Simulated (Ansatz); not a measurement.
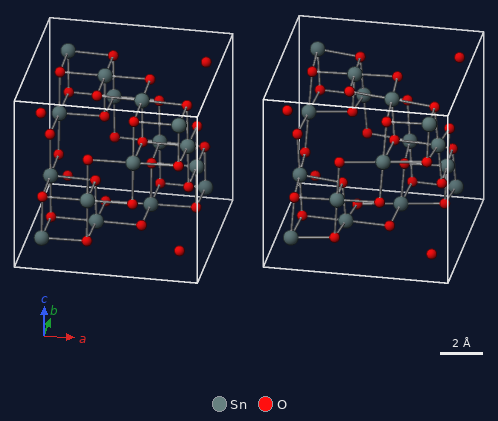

Two geometries of crystalline SnO$_{2}$ (a generated structure, set up in Fd-3m) (coarse preliminary run), drawn at one scale. One is the start of a relaxation, the other its converged end. A ball-and-stick model of the conventional cell (4 times the calculation's cell), seen from a free direction. Lengths and directions refer to the drawn axes.

Method: DFT PBE, scalar-relativistic, plane waves, PAW in Ansatz. (plane-wave cutoff 420 eV; k-point mesh 4 × 4 × 4; occupations gaussian; smearing width 0.1 eV; no spin polarisation; cell and atoms relaxed; force threshold 0.05 eV/Å; at most 60 steps)

Which one is relaxed?

The right one is the relaxed one. Case: S → O on all its sites, cell and atoms relaxed. After 3 accepted moves (4 points after the start) the energy has fallen by 161 meV per atom. The largest force component goes from 1.4 to 0.0011 eV/Å. Pressure: −9.43 GPa at the start and 0.16 GPa at the end. At 1 point the geometry stayed and the basis and grid were re-selected for the new cell (energy shift of 1.7 meV per atom at most each time). The largest moves relative to the cell, 0.20 Å, are those of O atoms. Sn stays in place. The volume changes by +2.5 %, with a = b = c 8.967 → 9.040 Å (+0.8 %). Some distances before and after: O–Sn 2.212 → 2.125 Å. Among the angles between lasting bonds that change: O–Sn–O 88.4° → 82.0°, O–Sn–O 91.6° → 98.0°, Sn–O–Sn 91.5° → 97.5°. The space group stays Fd-3m (No. 227). Cost: 13 s on 2 threads of Arm Neoverse V2 (shared host), peak memory 0.51 GiB.
